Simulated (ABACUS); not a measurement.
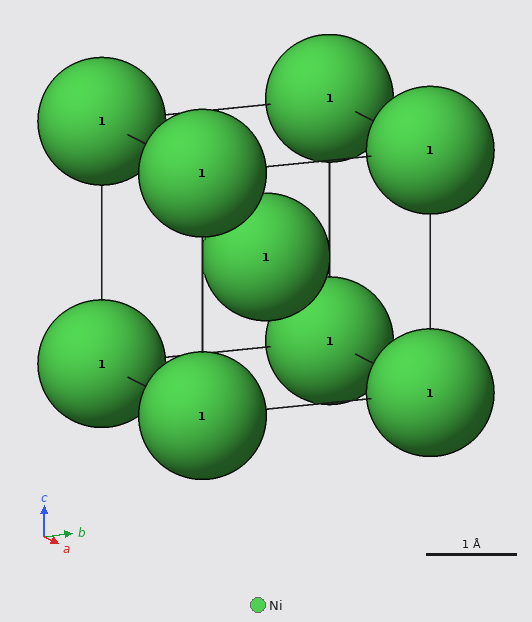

Figure 1. The input geometry (spheres-only view of the cell 2 times as large as that of the calculation, set on its symmetry axes, seen slightly off an axis; atoms are numbered from 1 in the order of the input).

## Single-point calculation at one volume of an equation of state, with input and output: Ni (part 1 of 2)

The run: single-point calculation at one volume of an equation of state of Ni (Im-3m, 1 atom in the cell). Method and program: Kohn-Sham DFT of a periodic cell, PBE, PseudoDojo NC SR 0.4.1 PBE standard, spin-polarised (ABACUS 3.10.1).

The structure derives from a Materials Project entry. It belongs to a series of runs on one base structure; here: volume scaled by 1.02.

Input
```
INPUT_PARAMETERS
suffix              Ni
calculation         scf
basis_type          lcao
pseudo_dir          ./
orbital_dir         ./
symmetry            1
dft_functional      pbe
ecutwfc             100
pseudo_rcut         10
nspin               2
nbands              10
ks_solver           genelpa
smearing_method     fd
smearing_sigma      0.00367493
scf_thr             1e-07
scf_nmax            100
mixing_type         broyden
mixing_beta         0.4
cal_force           1
cal_stress          1
out_mul             1
```

File STRU
```
ATOMIC_SPECIES
Ni 58.6934 Ni.upf

NUMERICAL_ORBITAL
Ni_confined-atom_7au_2s1p1d.orb

LATTICE_CONSTANT
1.8897261246

LATTICE_VECTORS
-1.3928794157 1.3928794157 1.3928794157
1.3928794157 -1.3928794157 1.3928794157
1.3928794157 1.3928794157 -1.3928794157

ATOMIC_POSITIONS
Direct

Ni
0.0
1
0.0000000000 0.0000000000 0.0000000000 1 1 1 mag 1
```

File KPT
```
K_POINTS
0
Gamma
13 13 13 0 0 0
```

Machine: 4 threads of AMD EPYC (Zen 3), 24 GiB of memory available, shared host.

Command:
```bash
OMP_NUM_THREADS=1 mpirun -np 4 abacus > log
```

What the program printed
```
ABACUS v3.10.1

               Atomic-orbital Based Ab-initio Computation at UStc

 ------------------------------------------------------------------------------------

 READING GENERAL INFORMATION
                           global_out_dir = OUT.Ni/
                           global_in_card = INPUT
                               pseudo_dir = ./
                              orbital_dir = ./
                                    DSIZE = 4
                                    GSIZE = 1

 READING UNITCELL INFORMATION
                                    ntype = 1
                  lattice constant (Bohr) = 1.88973
              lattice constant (Angstrom) = 1

 READING ATOM TYPE 1
                               atom label = Ni
                      L=0, number of zeta = 2
                      L=1, number of zeta = 1
                      L=2, number of zeta = 1
             number of atom for this type = 1
               magnetization of element 1 = 1

                        TOTAL ATOM NUMBER = 1
DIRECT COORDINATES
    atom                   x                   y                   z     mag                  vx                  vy                  vz
taud_Ni1            0.0000000000        0.0000000000        0.0000000000  1.0000        0.0000000000        0.0000000000        0.0000000000

                          Volume (Bohr^3) = 72.9453
                             Volume (A^3) = 10.8094

 Lattice vectors: (Cartesian coordinate: in unit of a_0)
             -1.39288            +1.39288            +1.39288
             +1.39288            -1.39288            +1.39288
             +1.39288            +1.39288            -1.39288
 Reciprocal vectors: (Cartesian coordinate: in unit of 2 pi/a_0)
                   +0           +0.358969           +0.358969
            +0.358969                  +0           +0.358969
            +0.358969           +0.358969                  +0
 The esolver type has been set to : ksdft_lcao

                PAO radial cut off (Bohr) = 10

 Read in pseudopotential file is Ni.upf
                     pseudopotential type = NC
          exchange-correlation functional = PBE
                 nonlocal core correction = 1
                        valence electrons = 18
                                     lmax = 2
                           number of zeta = 4
                     number of projectors = 6
                           L of projector = 0
                           L of projector = 0
                           L of projector = 1
                           L of projector = 1
                           L of projector = 2
                           L of projector = 2
     initial pseudo atomic orbital number = 10
 The readin total magnetization is 1

 SETUP THE ELECTRONS NUMBER
            electron number of element Ni = 18
      total electron number of element Ni = 18
            AUTOSET number of electrons:  = 18
                           occupied bands = 9
                                   NLOCAL = 10
                                   NBANDS = 10
                                   NBANDS = 10
                                   NLOCAL = 10

%%%%%%%%%%%%%%%%%%%%%%%%%%%%%%%%%%%%%%%%%%%%%%%%%%%%%%%%%%%%%%%%%%%%%%%%%%%%%%%%%%%%%%%%%%%%%%%%%%%%%%%%%%
 Warning: the number of valence electrons in pseudopotential > 10 for Ni: [Ar] 3d8 4s2
 Pseudopotentials with additional electrons can yield (more) accurate outcomes, but may be less efficient.
 If you're confident that your chosen pseudopotential is appropriate, you can safely ignore this warning.
%%%%%%%%%%%%%%%%%%%%%%%%%%%%%%%%%%%%%%%%%%%%%%%%%%%%%%%%%%%%%%%%%%%%%%%%%%%%%%%%%%%%%%%%%%%%%%%%%%%%%%%%%%

 SETUP THE PLANE WAVE BASIS
 energy cutoff for charge/potential (unit:Ry) = 400
            fft grid for charge/potential = [ 30, 30, 30 ]
                        fft grid division = [ 2, 2, 2 ]
        big fft grid for charge/potential = [ 15, 15, 15 ]
                                     nbxx = 900
                                     nrxx = 7200

 SETUP PLANE WAVES FOR CHARGE/POTENTIAL
                    number of plane waves = 9909
                         number of sticks = 623

 PARALLEL PW FOR CHARGE/POTENTIAL
     PROC   COLUMNS(POT)             PW
        1            156           2478
        2            156           2478
        3            155           2475
        4            156           2478
 --------------- sum -------------------
        4            623           9909
                            number of |g| = 129
                                  max |g| = 36.0804
                                  min |g| = 0.257717

----------- Double Check Mixing Parameters Begin ------------
mixing_type: broyden
mixing_beta: 0.4
mixing_gg0: 1
mixing_gg0_min: 0.1
mixing_beta_mag: 1.6
mixing_gg0_mag: 0
mixing_ndim: 8
----------- Double Check Mixing Parameters End ------------

 LATTICE VECTORS: (CARTESIAN COORDINATE: IN UNIT OF A0)
             -1.39288            +1.39288            +1.39288
             +1.39288            -1.39288            +1.39288
             +1.39288            +1.39288            -1.39288
                       right hand lattice = 1
                                   NORM_A = 2.41254
                                   NORM_B = 2.41254
                                   NORM_C = 2.41254
                           ALPHA (DEGREE) = 109.471
                           BETA  (DEGREE) = 109.471
                           GAMMA (DEGREE) = 109.471

 The lattice vectors have been changed (STRU_SIMPLE.cif)

(for optimal symmetric configuration:)
                             BRAVAIS TYPE = 2
                     BRAVAIS LATTICE NAME = 02. Cubic I (body-centered)
                                    ibrav = 2
                                    IBRAV = 2
                                  BRAVAIS = BODY CENTERED CUBIC
                       LATTICE CONSTANT A = 2.78576
Original cell was already a primitive cell.
                        ROTATION MATRICES = 48
              PURE POINT GROUP OPERATIONS = 48
                   SPACE GROUP OPERATIONS = 48
                              POINT GROUP = O_h
               POINT GROUP IN SPACE GROUP = O_h

 SETUP K-POINTS
                                    nspin = 2
                   Input type of k points = Monkhorst-Pack(Gamma)
                                   nkstot = 2197
                       right hand lattice = 1
(for reciprocal lattice: )
                             BRAVAIS TYPE = 3
                     BRAVAIS LATTICE NAME = 03. Cubic F (face-centered)
                                    ibrav = 3
                       right hand lattice = 1
(for k-lattice: )
                             BRAVAIS TYPE = 3
                     BRAVAIS LATTICE NAME = 03. Cubic F (face-centered)
                                    ibrav = 3
                       right hand lattice = 1
                        ROTATION MATRICES = 48
                               nkstot_ibz = 84
K-POINTS REDUCTION ACCORDING TO SYMMETRY
     IBZ    DIRECT_X    DIRECT_Y    DIRECT_Z  WEIGHT  ibz2bz
       1  0.00000000  0.00000000  0.00000000  0.0005       0
       2 -0.07692308  0.07692308  0.00000000  0.0055       1
       3 -0.15384615  0.15384615  0.00000000  0.0055       2
       4 -0.23076923  0.23076923  0.00000000  0.0055       3
       5 -0.30769231  0.30769231  0.00000000  0.0055       4
       6 -0.38461538  0.38461538  0.00000000  0.0055       5
       7 -0.46153846  0.46153846  0.00000000  0.0055       6
       8 -0.15384615  0.07692308  0.07692308  0.0109      14
       9 -0.23076923  0.15384615  0.07692308  0.0218      15
      10 -0.07692308 -0.23076923  0.30769231  0.0218      16
      11 -0.07692308 -0.30769231  0.38461538  0.0218      17
      12 -0.38461538  0.46153846 -0.07692308  0.0218      18
      13  0.46153846  0.46153846  0.07692308  0.0109      19
      14 -0.15384615 -0.15384615  0.30769231  0.0109      28
      15 -0.15384615  0.38461538 -0.23076923  0.0218      29
      16 -0.15384615 -0.30769231  0.46153846  0.0218      30
      17  0.46153846  0.38461538  0.15384615  0.0218      31
      18 -0.23076923 -0.23076923  0.46153846  0.0109      42
      19  0.46153846  0.30769231  0.23076923  0.0218      43
      20  0.38461538  0.38461538  0.23076923  0.0109      44
      21  0.38461538  0.30769231  0.30769231  0.0109      56
      22 -0.07692308 -0.07692308  0.23076923  0.0036     183
      23 -0.07692308 -0.15384615  0.30769231  0.0109     184
      24 -0.07692308 -0.23076923  0.38461538  0.0109     185
      25 -0.30769231  0.46153846 -0.07692308  0.0109     186
      26  0.46153846  0.38461538  0.07692308  0.0109     187
      27 -0.07692308  0.07692308  0.07692308  0.0027     194
      28 -0.15384615 -0.15384615  0.38461538  0.0109     197
      29 -0.15384615 -0.23076923  0.46153846  0.0218     198
      30  0.46153846  0.30769231  0.15384615  0.0218     199
[... 54 further k points ...]

                               nkstot now = 84
[... K-POINTS DIRECT COORDINATES: 84 rows ...]

           k-point number in this process = 84
       minimum distributed K point number = 84
[... stars of the k points ...]
                             nks(nspin=2) = 168
                          nkstot(nspin=2) = 168

[... K-POINTS CARTESIAN COORDINATES: 168 rows ...]

[... K-POINTS DIRECT COORDINATES: 168 rows ...]

 SETUP PLANE WAVES FOR WAVE FUNCTIONS
     energy cutoff for wavefunc (unit:Ry) = 100
              fft grid for wave functions = [ 30, 30, 30 ]
                    number of plane waves = 2093
                         number of sticks = 219

 PARALLEL PW FOR WAVE FUNCTIONS
     PROC   COLUMNS(POT)             PW
        1             55            523
        2             55            523
        3             54            522
        4             55            525
 --------------- sum -------------------
        4            219           2093

 SET NONLOCAL PSEUDOPOTENTIAL PROJECTORS
 max number of nonlocal projetors among all species is 6

 -------------------------------------------
 SELF-CONSISTENT
 -------------------------------------------

 SETUP SEARCHING RADIUS FOR PROGRAM TO SEARCH ADJACENT ATOMS
                  longest orb rcut (Bohr) = 7
   longest nonlocal projector rcut (Bohr) = 1.7
                     search radius (Bohr) = 17.4
              searching radius is (Bohr)) = 17.4
         searching radius unit is (Bohr)) = 1.89
                         PeriodicBoundary = 1
                        Radius(unit:lat0) = 9.21
                                   glayer = [ 6, 6, 6 ]
                             glayer_minus = [ 5, 5, 5 ]

Find the coordinate range of the input atom(unit:lat0).
                                  min_tau = [ -20.9, -20.9, -20.9 ]
                                  max_tau = [ 20.9, 20.9, 20.9 ]
                                BoxNumber = [ 11, 11, 11 ]

 SETUP EXTENDED REAL SPACE GRID FOR GRID INTEGRATION
                          real space grid = [ 30, 30, 30 ]
                 big cell numbers in grid = [ 15, 15, 15 ]
             meshcell numbers in big cell = [ 2, 2, 2 ]
                        extended fft grid = [ 29, 29, 29 ]
                dimension of extened grid = [ 74, 74, 74 ]
                            UnitCellTotal = 125
              Atom number in sub-FFT-grid = 1
    Local orbitals number in sub-FFT-grid = 10
                                ParaV.nnr = 4525
                                 init_chg = atomic

 LCAO ALGORITHM --------------- ION=   1  ELEC=   1--------------------------------
          total magnetism (Bohr mag/cell) = 0.55773
       absolute magnetism (Bohr mag/cell) = 0.558149
                        nelec for spin up = 9.27887
                      nelec for spin down = 8.72113

 Density error is 0.0808188429297
----------------------------------------------------------
     Energy           Rydberg                 eV
----------------------------------------------------------
 E_KohnSham     -335.2869377515      -4561.8128183917
 E_Harris       -326.5601922217      -4443.0793541898
 E_Fermi        1.3654419375         18.5777906382
----------------------------------------------------------

 LCAO ALGORITHM --------------- ION=   1  ELEC=   2--------------------------------
          total magnetism (Bohr mag/cell) = 0.466374
       absolute magnetism (Bohr mag/cell) = 0.46772
                        nelec for spin up = 9.23319
                      nelec for spin down = 8.76681

 Density error is 0.0350627366569
----------------------------------------------------------
     Energy           Rydberg                 eV
----------------------------------------------------------
 E_KohnSham     -335.2802108262      -4561.7212938781
 E_Harris       -331.4727882471      -4509.9186521086
 E_Fermi        1.5466519483         21.0432793202
----------------------------------------------------------

 LCAO ALGORITHM --------------- ION=   1  ELEC=   3--------------------------------
          total magnetism (Bohr mag/cell) = 0.556397
       absolute magnetism (Bohr mag/cell) = 0.5564
                        nelec for spin up = 9.2782
                      nelec for spin down = 8.7218

 Density error is 0.0167226297368
----------------------------------------------------------
     Energy           Rydberg                 eV
----------------------------------------------------------
 E_KohnSham     -335.2759364725      -4561.6631383126
 E_Harris       -333.5402512656      -4538.0479295641
 E_Fermi        1.6315550488         22.1984452644
----------------------------------------------------------

 LCAO ALGORITHM --------------- ION=   1  ELEC=   4--------------------------------
          total magnetism (Bohr mag/cell) = 0.61996
       absolute magnetism (Bohr mag/cell) = 0.620069
                        nelec for spin up = 9.30998
                      nelec for spin down = 8.69002

 Density error is 0.00458634559778
----------------------------------------------------------
     Energy           Rydberg                 eV
----------------------------------------------------------
 E_KohnSham     -335.2774305330      -4561.6834660482
 E_Harris       -335.0672368643      -4558.8236344708
 E_Fermi        1.6959866670         23.0750824029
----------------------------------------------------------

 LCAO ALGORITHM --------------- ION=   1  ELEC=   5--------------------------------
          total magnetism (Bohr mag/cell) = 0.632864
       absolute magnetism (Bohr mag/cell) = 0.632972
                        nelec for spin up = 9.31643
                      nelec for spin down = 8.68357

 Density error is 0.00190753575967
----------------------------------------------------------
     Energy           Rydberg                 eV
```
